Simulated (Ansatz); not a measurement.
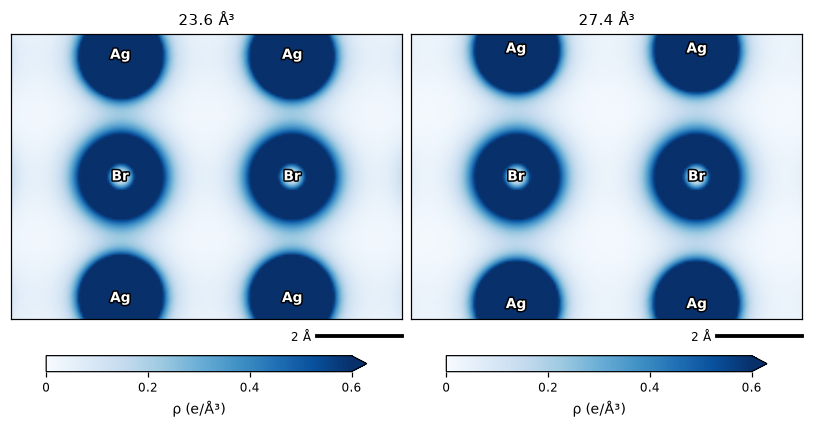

AgBr. The valence charge density (pseudo) of cells scaled evenly to different volumes (given per atom above each panel), on the (011̄) plane of each (indices in the axes of the cell below), at one length scale and on one colour scale.

All numbers below come from DFT PBE, scalar-relativistic, plane waves, PAW (Ansatz).

Core electrons are frozen (PAW), and the valence fields are smoothed inside the atomic spheres.

The largest cell:

```
CELL_PARAMETERS angstrom
0.00000 3.01597 3.01597
3.01597 0.00000 3.01597
3.01597 3.01597 0.00000
ATOMIC_POSITIONS crystal
Ag 0.00000 0.00000 0.00000
Br 0.50000 0.50000 0.50000
```

| volume (Å³/atom) | Ag–Br contact in the plane (Å) | ρ at its midpoint (e/Å³) | pressure (GPa) | gap on the mesh (eV) | 
| --- | --- | --- | --- | --- |
| 23.64 | 2.870 | 0.228 | 2.3 | 0.67 | 
| 26.44 | 2.979 | ? | ? | ? | 
| 27.43 | 3.016 | 0.174 | −2.9 | 0.74 | 

Q: Estimate the missing row, and compare with the calculation.

A: Over the known rows ln ρ falls by 1.85 per Å of Ag–Br distance (the line through the two), which gives 0.186 e/Å³ at 2.979 Å; the calculation gives 0.187 e/Å³. For the pressure, a straight line in volume between the neighbouring rows gives −1.5 GPa; the calculation gives −2.0, lower because pressure rises ever faster on compression. For the gap on the mesh, a straight line in volume between the neighbouring rows gives 0.72 eV; the calculation gives 0.72.
